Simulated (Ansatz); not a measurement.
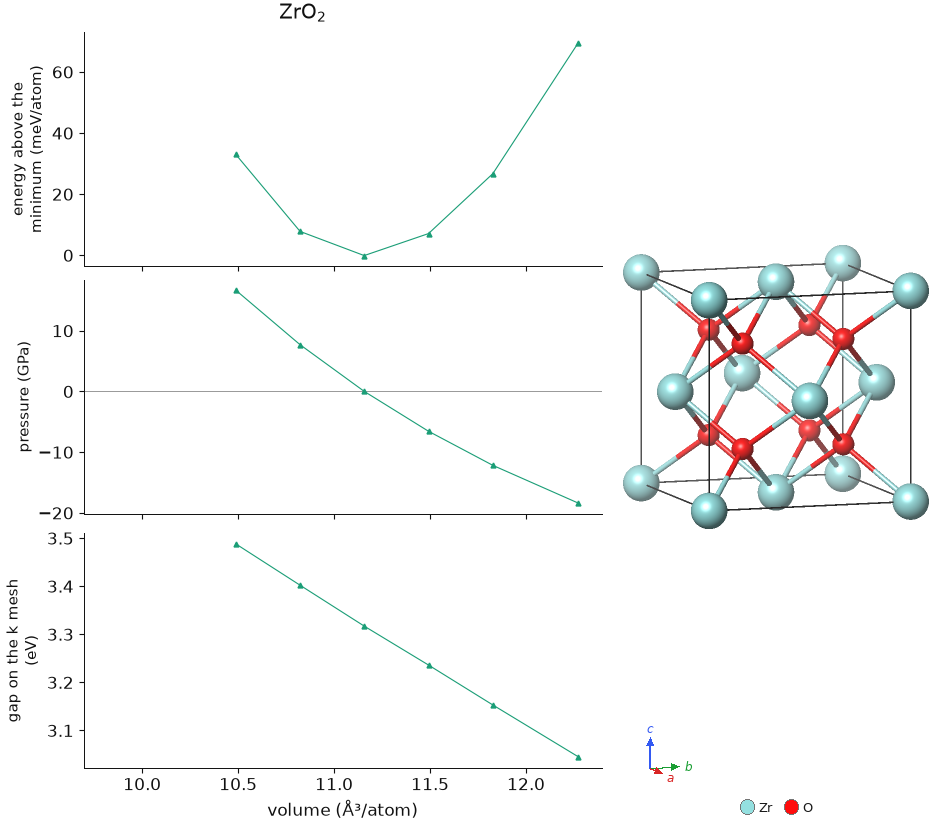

The plot gives the computed energy above the minimum, pressure and gap on the k mesh against volume for ZrO₂, space group Fm-3m (No. 225). The conventional cell is drawn beside the plot.

Starting cell:
```yaml
crystal:
  lattice:
    - [0.00000, 2.55790, 2.55790]
    - [2.55790, 0.00000, 2.55790]
    - [2.55790, 2.55790, 0.00000]
  atoms:
    - { symbol: Zr, position: [0.00000, 0.00000, 0.00000] }
    - { symbol: O, position: [0.25000, 0.25000, 0.25000] }
    - { symbol: O, position: [0.75000, 0.75000, 0.75000] }
```

Computed with Ansatz 0.2.0: third-order Birch-Murnaghan fit to density functional energies at scaled volumes of the given relaxed cell, shape and atoms relaxed at each volume; energies count from the fitted minimum; plane waves with PAW datasets, Γ-centred k mesh. Level: PBE, no spin polarisation.

- wave cutoff: 420 eV
- k mesh: 8×8×8
- occupations: Gaussian
- smearing width: 0.02 eV

The points at volume 9.818 Å³/atom and 10.153 Å³/atom are left out of the plot. What values does the calculation give there?

```json
{"volume (Å³/atom)": "9.818", "energy above the minimum (meV/atom)": "147.9", "pressure (GPa)": "39.52", "gap on the k mesh (eV)": "3.661"}
{"volume (Å³/atom)": "10.153", "energy above the minimum (meV/atom)": "78.6", "pressure (GPa)": "27.19", "gap on the k mesh (eV)": "3.574"}
```
